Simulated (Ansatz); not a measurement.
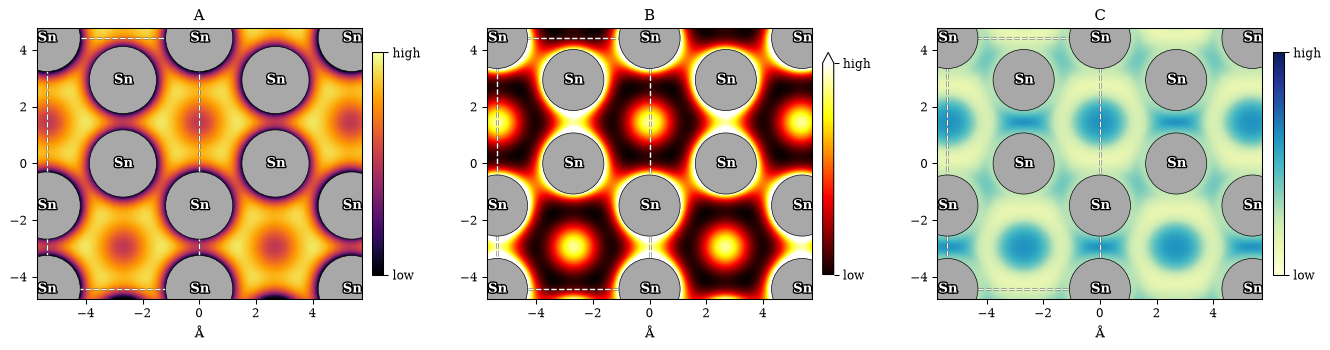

CoSn2: 3 fields on the (110) plane of the conventional cell, with unlabelled colour scales. Grey discs cover the atomic cores.

Space group I4/mcm; computed without spin polarisation.

Method: Ansatz 0.2.0, DFT PBEsol, scalar-relativistic, plane waves, PAW.

Question: The panels show electron localisation function, electrostatic potential energy of an electron and valence pseudo-density in some order. Assign them.

Answer: Panel A: electrostatic potential energy of an electron (low next to the atoms, rising into the space between them). Panel B: valence pseudo-density. Panel C: electron localisation function. From the grid: Sn–Sn (2.94 Å): ρ at the midpoint is about 0.3 e/Å³; the ELF peaks at about 0.60 between the atoms. Sn–Sn (3.07 Å): the density is about 0.23 e/Å³ at the midpoint; the ELF is about 0.40 at the midpoint.
